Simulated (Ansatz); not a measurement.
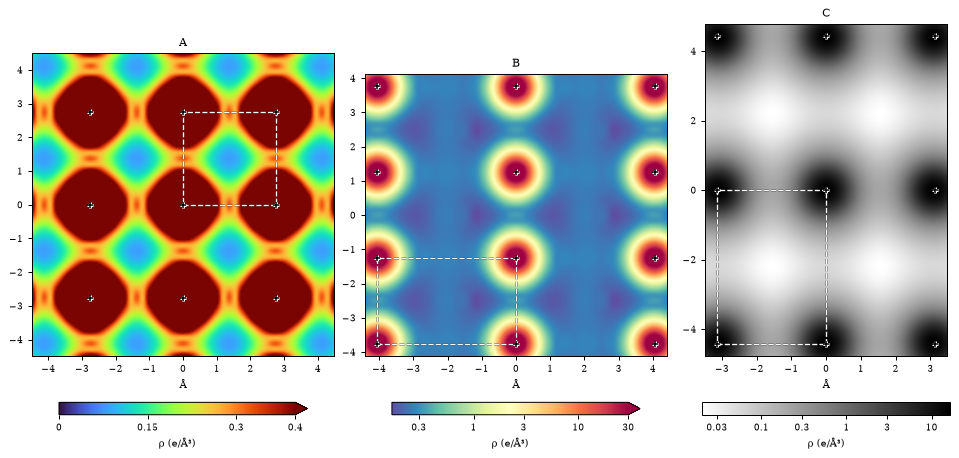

The valence electron density of 3 systems, each on a plane through atoms (crosses mark nuclei in the plane).

These are results of Ansatz 0.2.0, DFT, BLYP, plane waves (420 eV) with PAW, scalar-relativistic, not measurements.

System 1: Co, the (100) plane of the conventional cell. Space group P6/mmm; set up as Co, omega (AlB2-type); a generated structure, not necessarily the stable one; changed on purpose from its base cell (volume × 1.04); computed pressure about −6 GPa in this cell; spin-polarised.

System 2: Ge, the (010) plane of the conventional cell. Space group Pm-3m; set up as Ge, simple cubic; a generated structure, not necessarily the stable one; changed on purpose from its base cell (volume × 0.96).

```
CELL_PARAMETERS angstrom
2.75963 0.00000 0.00000
0.00000 2.75963 0.00000
0.00000 0.00000 2.75963
ATOMIC_POSITIONS crystal
Ge 0.00000 0.00000 0.00000
```

System 3: Sn, the (011) plane of the conventional cell. Space group Pm-3m; set up as Sn, simple cubic; a generated structure, not necessarily the stable one; changed on purpose from its base cell (volume × 0.96).

> Which map belongs to which system?

Panel A is system 2, Ge: the plane holds Ge. Ge–Ge (2.76 Å): the density is about 0.32 e/Å³ at the midpoint, with its minimum of 0.27 e/Å³ about 1.2 Å from Ge. Panel B is system 1, Co: the plane holds Co. Co–Co (2.51 Å): ρ is about 0.35 e/Å³ halfway. Panel C is system 3, Sn: the plane holds Sn. Sn–Sn (3.13 Å): ρ at the midpoint is about 0.21 e/Å³.
